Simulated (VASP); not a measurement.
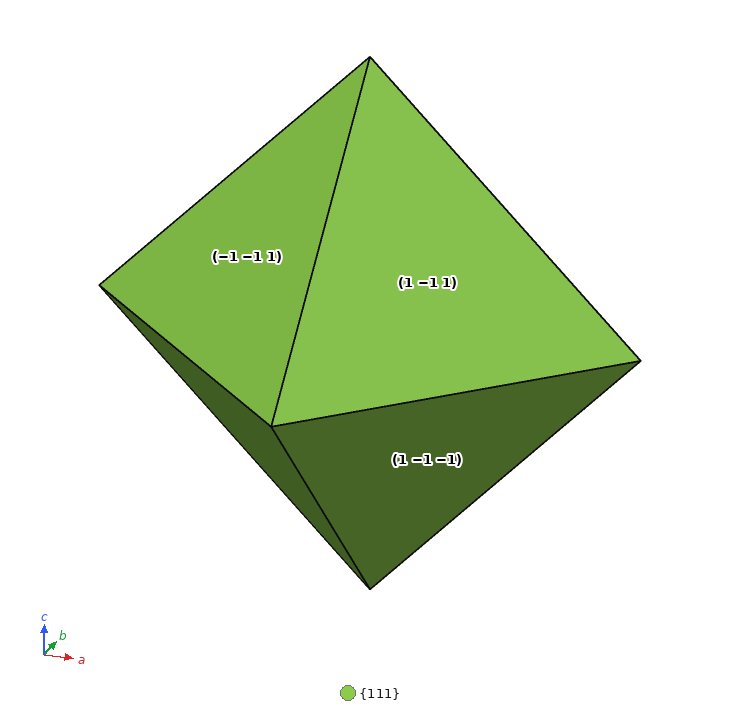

Si, space group Fd-3m (No. 227), a = 5.440 Å, b = 5.440 Å, c = 5.440 Å, α = 90.00°, β = 90.00°, γ = 90.00°. The shape was computed with the Donnay–Harker form of the Bravais–Friedel law: planes with larger spacing d grow more slowly and so show as larger faces; centring, glide planes and screw axes halve or divide d. Origin: the end point of a relaxation with VASP Kohn-Sham DFT of a periodic cell, r2SCAN, VASP PAW PBE potentials, recommended in VASP. Forms under 0.4 % of the area are left out.

How many faces does the whole crystal have, by form?

8 faces: 8 of {111}.

Describe the habit.

It is roughly equant (blocky). Widths along a, b and c stand as 1.00 : 1.00 : 1.00.

Which form makes up most of the surface, and how much?

{111}, with 8 faces and about 100 % of the area; its spacing is d = 3.141 Å.

List the forms with their spacings and shares.

```csv
form,faces,d (Å),share of area (%)
{111},8,3.141,100.0
```
